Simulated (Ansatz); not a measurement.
System: Ru.

The calculation's input:

```
crystal:
  lattice:
    - [5.0976115225, 0.0, 0.0]
    - [-2.5488057613, 7.6464172838, 0.0]
    - [-1.5046738812, 0.979892084, 2.0974167754]
  atoms:
    - { symbol: Ru, position: [0.25, 0.4444444444, 0.5833333333] }
    - { symbol: Ru, position: [0.25, 0.1111111111, 0.5833333333] }
    - { symbol: Ru, position: [0.25, 0.7777777778, 0.5833333333] }
    - { symbol: Ru, position: [0.75, 0.5555555556, 0.4166666667] }
    - { symbol: Ru, position: [0.75, 0.2222222222, 0.4166666667] }
    - { symbol: Ru, position: [0.75, 0.8888888889, 0.4166666667] }
basis:
  ecutwfc: 420
kpoints:
  mp_grid: { grid: [7, 5, 16] }
hamiltonian:
  xc: pbe
scf:
  occupations: { method: gaussian, width: 0.1 }
output:
  forces: true
  stress: true
  eigenvalues: true
  write_density: true
  write_potential: true
  elf: true
  volumetric_format: npy
relax:
  adjacent_minimum: "off"
  f_tol: 0.01
  max_steps: 50
  cell: { fix: [a, b, gamma], stress_tol: 0.1 }
```

Run with:

```sh
ansatz run input.yaml --threads 8 --pin off --max-ram 20480MiB --backend cpu --events-out ev --progress --plain --runs-dir out
```

The fields are those of the run's last geometry, not of the input's.

Space group P-1; computed pressure about 6 GPa in this cell; computed without spin polarisation.

The calculation used Ansatz, DFT PBE, scalar-relativistic, plane waves, PAW.

Q: What can the converged valence pseudo-density and electron localisation function tell about the bonding?

A: Ru–Ru (2.69 Å): ρ is about 0.39 e/Å³ halfway; the ELF is about 0.30 at the midpoint.

Q: Metal or insulator at this level of theory?

A: It is metallic or semimetallic at this level of theory: no gap opens.

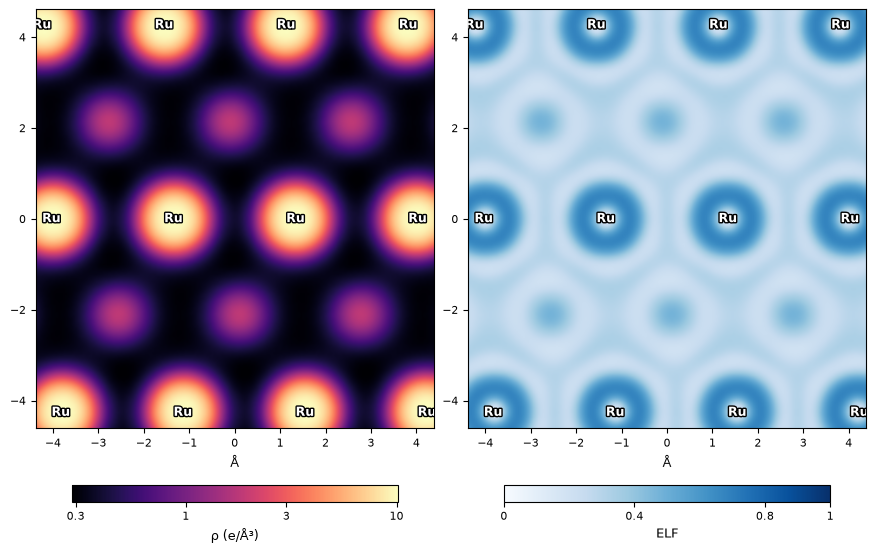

Computed valence pseudo-density and electron localisation function on the (101̄) plane of the calculation cell, in this order. Atoms just off the plane (Ru, 0.8 Å away) can leave unmarked features too.
